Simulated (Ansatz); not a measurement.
# Run report: Si128C127, single-point calculation (part 1 of 3)

- system: Si128C127 (defect cell, 255 atoms in the cell)
- method: DFT, HSE06, PAW, plane waves (Ansatz 0.2.0)

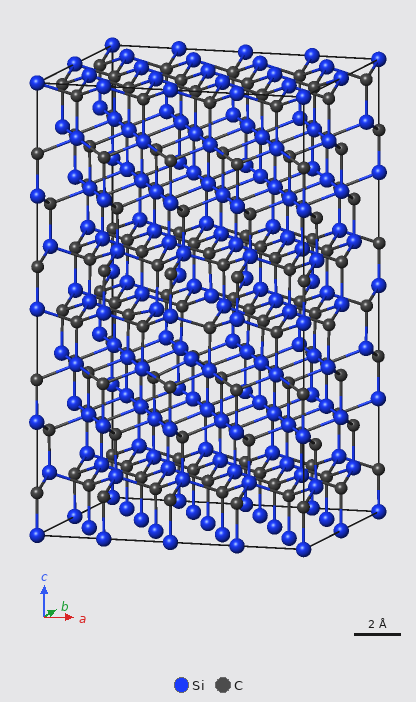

**Figure 1.** The structure as given in the input (ball-and-stick view of the cell of the calculation, seen slightly off an axis). Near neighbours in the crystal (not all of them lie inside the picture): Si has 4 C at 1.85 to 1.94 Å; Si has 3 C at 1.86 to 1.98 Å; C has 4 Si at 1.85 to 1.98 Å.

The input:
```yaml
crystal:
  lattice:
    - [12.312272, 0.000000, 0.000000]
    - [0.000000, 10.662740, 0.000000]
    - [0.000000, 0.000000, 20.151893]
  atoms:
    - { symbol: Si, position: [0.998198, 0.999405, 0.249757] }
    - { symbol: Si, position: [0.000942, 0.000855, 0.749738] }
    - { symbol: Si, position: [0.247897, 0.998334, 0.249189] }
    - { symbol: Si, position: [0.251136, 0.001372, 0.748994] }
    - { symbol: Si, position: [0.122673, 0.248761, 0.249094] }
    - { symbol: Si, position: [0.126685, 0.250792, 0.749054] }
    - { symbol: Si, position: [0.998737, 0.499375, 0.249857] }
    - { symbol: Si, position: [0.001136, 0.500881, 0.749856] }
    - { symbol: Si, position: [0.498702, 0.998955, 0.249842] }
    - { symbol: Si, position: [0.500669, 0.001161, 0.749631] }
    - { symbol: Si, position: [0.371483, 0.247708, 0.247764] }
    - { symbol: Si, position: [0.376245, 0.250978, 0.749507] }
    - { symbol: Si, position: [0.248825, 0.499297, 0.249662] }
    - { symbol: Si, position: [0.251166, 0.500524, 0.749492] }
    - { symbol: Si, position: [0.123590, 0.749087, 0.249796] }
    - { symbol: Si, position: [0.125948, 0.750853, 0.749662] }
    - { symbol: Si, position: [0.747898, 0.999753, 0.250470] }
    - { symbol: Si, position: [0.750947, 0.000837, 0.750225] }
    - { symbol: Si, position: [0.621666, 0.250159, 0.251220] }
    - { symbol: Si, position: [0.626130, 0.250741, 0.750096] }
    - { symbol: Si, position: [0.498585, 0.496898, 0.251286] }
    - { symbol: Si, position: [0.500924, 0.501103, 0.750057] }
    - { symbol: Si, position: [0.373898, 0.748388, 0.250379] }
    - { symbol: Si, position: [0.375736, 0.751008, 0.749967] }
    - { symbol: Si, position: [0.872821, 0.249585, 0.250054] }
    - { symbol: Si, position: [0.876417, 0.250850, 0.750153] }
    - { symbol: Si, position: [0.748838, 0.499477, 0.250185] }
    - { symbol: Si, position: [0.751488, 0.501268, 0.750640] }
    - { symbol: Si, position: [0.623774, 0.748810, 0.250294] }
    - { symbol: Si, position: [0.625915, 0.751312, 0.750317] }
    - { symbol: Si, position: [0.873587, 0.749674, 0.250055] }
    - { symbol: Si, position: [0.875912, 0.751005, 0.750039] }
    - { symbol: Si, position: [0.998595, 0.166240, 0.124713] }
    - { symbol: Si, position: [0.001839, 0.167630, 0.624766] }
    - { symbol: Si, position: [0.248211, 0.165576, 0.124033] }
    - { symbol: Si, position: [0.253510, 0.168791, 0.621871] }
    - { symbol: Si, position: [0.124049, 0.416189, 0.124733] }
    - { symbol: Si, position: [0.126636, 0.417532, 0.624537] }
    - { symbol: Si, position: [0.999048, 0.666264, 0.124932] }
    - { symbol: Si, position: [0.001092, 0.667858, 0.624858] }
    - { symbol: Si, position: [0.499004, 0.166112, 0.124845] }
    - { symbol: Si, position: [0.501923, 0.168685, 0.624020] }
    - { symbol: Si, position: [0.374083, 0.416219, 0.124798] }
    - { symbol: Si, position: [0.377512, 0.417782, 0.623936] }
    - { symbol: Si, position: [0.249117, 0.666212, 0.124888] }
    - { symbol: Si, position: [0.251306, 0.667108, 0.624702] }
    - { symbol: Si, position: [0.123795, 0.916010, 0.124643] }
    - { symbol: Si, position: [0.126106, 0.917782, 0.624574] }
    - { symbol: Si, position: [0.748417, 0.166570, 0.125427] }
    - { symbol: Si, position: [0.752228, 0.167947, 0.625871] }
    - { symbol: Si, position: [0.623944, 0.416173, 0.125293] }
    - { symbol: Si, position: [0.627574, 0.418746, 0.627238] }
    - { symbol: Si, position: [0.499090, 0.665580, 0.125475] }
    - { symbol: Si, position: [0.501589, 0.668877, 0.625866] }
    - { symbol: Si, position: [0.374046, 0.915903, 0.124934] }
    - { symbol: Si, position: [0.376155, 0.917473, 0.624511] }
    - { symbol: Si, position: [0.874033, 0.416325, 0.125017] }
    - { symbol: Si, position: [0.876750, 0.417950, 0.625256] }
    - { symbol: Si, position: [0.749112, 0.666282, 0.125139] }
    - { symbol: Si, position: [0.751286, 0.668362, 0.625373] }
    - { symbol: Si, position: [0.624007, 0.916117, 0.125136] }
    - { symbol: Si, position: [0.625891, 0.918519, 0.625095] }
    - { symbol: Si, position: [0.873815, 0.916478, 0.125101] }
    - { symbol: Si, position: [0.875775, 0.918170, 0.624925] }
    - { symbol: Si, position: [0.123229, 0.082081, 0.374407] }
    - { symbol: Si, position: [0.125404, 0.083831, 0.874576] }
    - { symbol: Si, position: [0.997559, 0.332853, 0.374712] }
    - { symbol: Si, position: [0.000605, 0.333754, 0.874722] }
    - { symbol: Si, position: [0.371786, 0.079574, 0.372975] }
    - { symbol: Si, position: [0.375302, 0.083863, 0.874682] }
    - { symbol: Si, position: [0.245769, 0.331879, 0.372894] }
    - { symbol: Si, position: [0.250461, 0.333769, 0.874649] }
    - { symbol: Si, position: [0.124335, 0.582374, 0.374809] }
    - { symbol: Si, position: [0.125535, 0.583801, 0.874742] }
    - { symbol: Si, position: [0.998992, 0.832995, 0.374892] }
    - { symbol: Si, position: [0.000401, 0.833819, 0.874883] }
    - { symbol: Si, position: [0.622241, 0.084795, 0.376223] }
    - { symbol: Si, position: [0.625260, 0.083669, 0.875063] }
    - { symbol: Si, position: [0.486482, 0.324158, 0.377500] }
    - { symbol: Si, position: [0.500295, 0.333756, 0.874912] }
    - { symbol: Si, position: [0.375035, 0.580128, 0.376142] }
    - { symbol: Si, position: [0.375278, 0.583860, 0.874932] }
    - { symbol: Si, position: [0.248996, 0.830765, 0.374817] }
    - { symbol: Si, position: [0.250307, 0.834009, 0.874636] }
    - { symbol: Si, position: [0.873123, 0.083406, 0.375075] }
    - { symbol: Si, position: [0.875359, 0.083750, 0.874998] }
    - { symbol: Si, position: [0.747315, 0.333809, 0.375666] }
    - { symbol: Si, position: [0.750405, 0.333735, 0.875062] }
    - { symbol: Si, position: [0.624131, 0.581500, 0.375795] }
    - { symbol: Si, position: [0.625331, 0.583831, 0.875124] }
    - { symbol: Si, position: [0.499234, 0.832341, 0.375134] }
    - { symbol: Si, position: [0.500272, 0.833889, 0.874953] }
    - { symbol: Si, position: [0.874266, 0.583535, 0.375045] }
    - { symbol: Si, position: [0.875600, 0.583884, 0.875191] }
    - { symbol: Si, position: [0.748458, 0.833611, 0.375350] }
    - { symbol: Si, position: [0.750393, 0.833766, 0.875271] }
    - { symbol: Si, position: [0.999830, 0.000623, 0.499746] }
    - { symbol: Si, position: [0.999661, 0.000005, 0.999783] }
    - { symbol: Si, position: [0.250075, 0.998100, 0.499139] }
    - { symbol: Si, position: [0.249657, 0.999762, 0.999574] }
    - { symbol: Si, position: [0.125353, 0.249481, 0.499130] }
    - { symbol: Si, position: [0.124518, 0.250035, 0.999559] }
    - { symbol: Si, position: [0.001931, 0.500833, 0.499803] }
    - { symbol: Si, position: [0.999769, 0.499987, 0.999853] }
    - { symbol: Si, position: [0.499580, 0.002453, 0.499767] }
    - { symbol: Si, position: [0.499574, 0.999961, 0.999928] }
    - { symbol: Si, position: [0.377406, 0.250934, 0.489832] }
    - { symbol: Si, position: [0.374587, 0.249939, 0.999752] }
    - { symbol: Si, position: [0.252570, 0.498472, 0.499605] }
    - { symbol: Si, position: [0.249687, 0.499952, 0.999781] }
    - { symbol: Si, position: [0.125871, 0.749553, 0.499811] }
    - { symbol: Si, position: [0.124738, 0.749930, 0.999739] }
    - { symbol: Si, position: [0.748222, 0.006361, 0.500387] }
    - { symbol: Si, position: [0.749605, 0.000147, 0.000128] }
    - { symbol: Si, position: [0.625300, 0.269272, 0.503927] }
    - { symbol: Si, position: [0.624584, 0.250044, 0.999974] }
    - { symbol: Si, position: [0.514822, 0.492092, 0.504029] }
    - { symbol: Si, position: [0.499680, 0.499962, 0.999964] }
    - { symbol: Si, position: [0.378451, 0.746203, 0.500141] }
    - { symbol: Si, position: [0.374741, 0.749922, 0.999912] }
    - { symbol: Si, position: [0.876182, 0.251252, 0.500244] }
    - { symbol: Si, position: [0.874533, 0.250011, 0.999932] }
    - { symbol: Si, position: [0.753901, 0.503243, 0.500378] }
    - { symbol: Si, position: [0.749653, 0.500011, 0.000067] }
    - { symbol: Si, position: [0.626206, 0.752538, 0.500450] }
    - { symbol: Si, position: [0.624568, 0.749952, 0.000146] }
    - { symbol: Si, position: [0.875443, 0.753031, 0.500021] }
    - { symbol: Si, position: [0.874749, 0.750099, 0.000074] }
    - { symbol: C, position: [0.998946, 0.999608, 0.093494] }
    - { symbol: C, position: [0.000940, 0.001057, 0.593447] }
    - { symbol: C, position: [0.249071, 0.998946, 0.093185] }
    - { symbol: C, position: [0.251404, 0.000731, 0.592726] }
    - { symbol: C, position: [0.123624, 0.249680, 0.093150] }
    - { symbol: C, position: [0.126810, 0.250966, 0.592751] }
    - { symbol: C, position: [0.999118, 0.499636, 0.093585] }
    - { symbol: C, position: [0.001570, 0.501094, 0.593536] }
    - { symbol: C, position: [0.499077, 0.999476, 0.093674] }
    - { symbol: C, position: [0.500794, 0.001542, 0.593426] }
    - { symbol: C, position: [0.373866, 0.249404, 0.093500] }
    - { symbol: C, position: [0.380667, 0.253720, 0.587667] }
    - { symbol: C, position: [0.249162, 0.499572, 0.093509] }
    - { symbol: C, position: [0.251770, 0.500296, 0.593267] }
    - { symbol: C, position: [0.124156, 0.749408, 0.093462] }
    - { symbol: C, position: [0.126251, 0.750781, 0.593510] }
    - { symbol: C, position: [0.748937, 0.999945, 0.093918] }
    - { symbol: C, position: [0.750687, 0.002220, 0.593928] }
    - { symbol: C, position: [0.623908, 0.249798, 0.093714] }
    - { symbol: C, position: [0.628133, 0.252454, 0.596465] }
    - { symbol: C, position: [0.499218, 0.499434, 0.093712] }
    - { symbol: C, position: [0.503240, 0.502611, 0.596536] }
    - { symbol: C, position: [0.374380, 0.749296, 0.093754] }
    - { symbol: C, position: [0.376542, 0.750291, 0.593678] }
    - { symbol: C, position: [0.873659, 0.249687, 0.093743] }
    - { symbol: C, position: [0.876797, 0.251302, 0.593929] }
    - { symbol: C, position: [0.749032, 0.499638, 0.093855] }
    - { symbol: C, position: [0.751917, 0.501693, 0.594212] }
    - { symbol: C, position: [0.623992, 0.749438, 0.093966] }
    - { symbol: C, position: [0.626313, 0.751857, 0.594106] }
    - { symbol: C, position: [0.874130, 0.749806, 0.093789] }
    - { symbol: C, position: [0.876012, 0.751621, 0.593716] }
    - { symbol: C, position: [0.997907, 0.999483, 0.343494] }
    - { symbol: C, position: [0.000392, 0.000509, 0.843487] }
    - { symbol: C, position: [0.247097, 0.996806, 0.342837] }
    - { symbol: C, position: [0.250432, 0.000893, 0.842982] }
    - { symbol: C, position: [0.121256, 0.248466, 0.342712] }
    - { symbol: C, position: [0.125799, 0.250397, 0.843024] }
    - { symbol: C, position: [0.998816, 0.499523, 0.343606] }
    - { symbol: C, position: [0.000591, 0.500574, 0.843578] }
    - { symbol: C, position: [0.498719, 0.998874, 0.343478] }
    - { symbol: C, position: [0.500345, 0.000603, 0.843453] }
    - { symbol: C, position: [0.367177, 0.244688, 0.339732] }
    - { symbol: C, position: [0.375451, 0.250502, 0.843307] }
    - { symbol: C, position: [0.249054, 0.499142, 0.343288] }
    - { symbol: C, position: [0.250585, 0.500466, 0.843318] }
    - { symbol: C, position: [0.123573, 0.748762, 0.343523] }
    - { symbol: C, position: [0.125434, 0.750590, 0.843416] }
    - { symbol: C, position: [0.747349, 0.000377, 0.344399] }
    - { symbol: C, position: [0.750391, 0.000344, 0.843898] }
    - { symbol: C, position: [0.619865, 0.250888, 0.346207] }
    - { symbol: C, position: [0.625375, 0.250282, 0.843796] }
    - { symbol: C, position: [0.498413, 0.494709, 0.346349] }
    - { symbol: C, position: [0.500270, 0.500565, 0.843765] }
    - { symbol: C, position: [0.374299, 0.747511, 0.344319] }
    - { symbol: C, position: [0.375294, 0.750644, 0.843636] }
    - { symbol: C, position: [0.871929, 0.249870, 0.343724] }
    - { symbol: C, position: [0.875623, 0.250512, 0.843777] }
    - { symbol: C, position: [0.748966, 0.499681, 0.343861] }
    - { symbol: C, position: [0.750726, 0.500696, 0.844147] }
    - { symbol: C, position: [0.623766, 0.748367, 0.343980] }
    - { symbol: C, position: [0.625513, 0.750647, 0.843957] }
    - { symbol: C, position: [0.873548, 0.750098, 0.343839] }
    - { symbol: C, position: [0.875452, 0.750556, 0.843780] }
    - { symbol: C, position: [0.997514, 0.165942, 0.218638] }
    - { symbol: C, position: [0.001387, 0.167528, 0.718749] }
    - { symbol: C, position: [0.246751, 0.164506, 0.217434] }
    - { symbol: C, position: [0.252274, 0.168231, 0.716906] }
    - { symbol: C, position: [0.123684, 0.415898, 0.218758] }
    - { symbol: C, position: [0.126043, 0.417539, 0.718561] }
    - { symbol: C, position: [0.998548, 0.666046, 0.218959] }
    - { symbol: C, position: [0.000833, 0.667603, 0.718884] }
    - { symbol: C, position: [0.498164, 0.165670, 0.218825] }
    - { symbol: C, position: [0.500854, 0.167966, 0.718352] }
    - { symbol: C, position: [0.373566, 0.415478, 0.218784] }
    - { symbol: C, position: [0.376290, 0.417094, 0.718283] }
    - { symbol: C, position: [0.248771, 0.665945, 0.218894] }
    - { symbol: C, position: [0.250991, 0.667317, 0.718742] }
    - { symbol: C, position: [0.122938, 0.915463, 0.218575] }
    - { symbol: C, position: [0.125978, 0.917652, 0.718583] }
    - { symbol: C, position: [0.747197, 0.166637, 0.219820] }
    - { symbol: C, position: [0.751619, 0.167454, 0.719686] }
    - { symbol: C, position: [0.623661, 0.415883, 0.219490] }
    - { symbol: C, position: [0.626761, 0.418084, 0.720528] }
    - { symbol: C, position: [0.498793, 0.664381, 0.219921] }
    - { symbol: C, position: [0.501020, 0.668275, 0.719671] }
    - { symbol: C, position: [0.373661, 0.915241, 0.219050] }
    - { symbol: C, position: [0.375883, 0.917412, 0.718554] }
    - { symbol: C, position: [0.873645, 0.416137, 0.219020] }
    - { symbol: C, position: [0.876154, 0.417602, 0.719227] }
    - { symbol: C, position: [0.748806, 0.665999, 0.219131] }
    - { symbol: C, position: [0.750901, 0.667813, 0.719340] }
    - { symbol: C, position: [0.623574, 0.915550, 0.219124] }
    - { symbol: C, position: [0.625859, 0.917945, 0.719086] }
    - { symbol: C, position: [0.873034, 0.916417, 0.219177] }
    - { symbol: C, position: [0.875818, 0.917647, 0.718963] }
    - { symbol: C, position: [0.124993, 0.082469, 0.468418] }
    - { symbol: C, position: [0.124756, 0.083354, 0.968648] }
    - { symbol: C, position: [0.000607, 0.334026, 0.468707] }
    - { symbol: C, position: [0.999687, 0.333394, 0.968758] }
    - { symbol: C, position: [0.373742, 0.080621, 0.466821] }
    - { symbol: C, position: [0.374725, 0.083332, 0.968741] }
    - { symbol: C, position: [0.248384, 0.333297, 0.466753] }
    - { symbol: C, position: [0.249727, 0.333376, 0.968701] }
    - { symbol: C, position: [0.127362, 0.583039, 0.468828] }
    - { symbol: C, position: [0.124845, 0.583347, 0.968775] }
    - { symbol: C, position: [0.000892, 0.834185, 0.468900] }
    - { symbol: C, position: [0.999797, 0.833381, 0.968897] }
    - { symbol: C, position: [0.621037, 0.095005, 0.470196] }
    - { symbol: C, position: [0.624674, 0.083358, 0.969083] }
    - { symbol: C, position: [0.499685, 0.333370, 0.968933] }
    - { symbol: C, position: [0.382216, 0.574464, 0.470087] }
    - { symbol: C, position: [0.374775, 0.583368, 0.968950] }
    - { symbol: C, position: [0.251867, 0.829918, 0.468808] }
    - { symbol: C, position: [0.249818, 0.833301, 0.968690] }
    - { symbol: C, position: [0.874761, 0.085138, 0.469078] }
    - { symbol: C, position: [0.874692, 0.083388, 0.969003] }
    - { symbol: C, position: [0.753489, 0.337239, 0.469307] }
    - { symbol: C, position: [0.749671, 0.333403, 0.969046] }
    - { symbol: C, position: [0.629765, 0.586742, 0.469428] }
    - { symbol: C, position: [0.624743, 0.583403, 0.969117] }
    - { symbol: C, position: [0.501152, 0.834409, 0.469149] }
    - { symbol: C, position: [0.499763, 0.833399, 0.968994] }
    - { symbol: C, position: [0.877576, 0.586289, 0.469065] }
    - { symbol: C, position: [0.874838, 0.583476, 0.969165] }
    - { symbol: C, position: [0.749682, 0.838173, 0.469384] }
    - { symbol: C, position: [0.749745, 0.833419, 0.969294] }
  symmetry: { detect: false }
kpoints:
  mp_grid: { grid: [1, 1, 1], shift: [0.25, 0.25, 0.25] }
hamiltonian:
  xc: hse06
scf:
  occupations: { method: fermi_dirac, width: 0.01 }
output:
  forces: true
  eigenvalues: true
  populations: true
  eigenstates: { kpoints: [[0.25, 0.25, 0.25]], e_range: [-6.0, 6.0], localisation: true }
```

Run as:
```bash
ansatz run in.yaml --threads 32 --pin off --max-ram 171000MiB --runs-dir r --events-out ev --progress --plain --backend cuda --devices 0,
```

Output:
```
Pseudopotentials: kind: paw
Functional definition: HSE06
  parameter a = 0.25
  parameter omega = 0.11/bohr
  exchange = pbe_x - a*pbe_x_sr(omega) + a*exact_x_sr(omega)
  correlation = pbe_c
Crystal: 255 atoms, lattice volume = 2645.592 Å³
Basis set: ecut = 420 eV, 51705 PW (Γ), exchange–correlation on 180×144×270 points (8 copies of the dense FFT grid, shifted against one another)
Bands: 765, of which v1, the nominal top of the filled ones, is band 510 counted from 1 (509 counted from 0)
Symmetry: 1 space group operations
k-points: 1
Non-local potential: Si, projectors of the file, l = 0: 2, l = 1: 2, l = 2: 2
Non-local potential: C, projectors of the file, l = 0: 2, l = 1: 2, l = 2: 1
PAW form: soft (Blöchl's): semilocal exchange-correlation on the pseudo side does not see the compensation charge
PAW frozen core: Si, regenerated for the run's functional, and the local potential with it (the file was generated under x = pbe(κ = 0.804, μ = 0.2195149727645171), c = pbe(β = 0.06672455060314922))
PAW frozen core: C, regenerated for the run's functional, and the local potential with it (the file was generated under x = pbe(κ = 0.804, μ = 0.2195149727645171), c = pbe(β = 0.06672455060314922))
PAW one-centre angular grid: Si, 110 points (default); XC on 64 Gauss nodes
PAW one-centre angular grid: C, 110 points (default); XC on 64 Gauss nodes
Initial density: superposition of atomic densities (neutral atoms: chi_scale 0, normalization atom), corrected by the library's trained network
Initial wavefunctions: pseudopotential atomic-orbital guess
Functional: x = pbe(κ = 0.804, μ = 0.2195149727645171), c = pbe(β = 0.06672455060314922), warm-up for x = pbe(κ = 0.804, μ = 0.2195149727645171) + 0.25 (exact − pbe) at short range (hse, ω = 0.20786987370883472 Å⁻¹), c = pbe(β = 0.06672455060314922); HSE06 as pw.x's `hse` composes it (authors' and Libxc's form: `xc: wpbeh`)
```
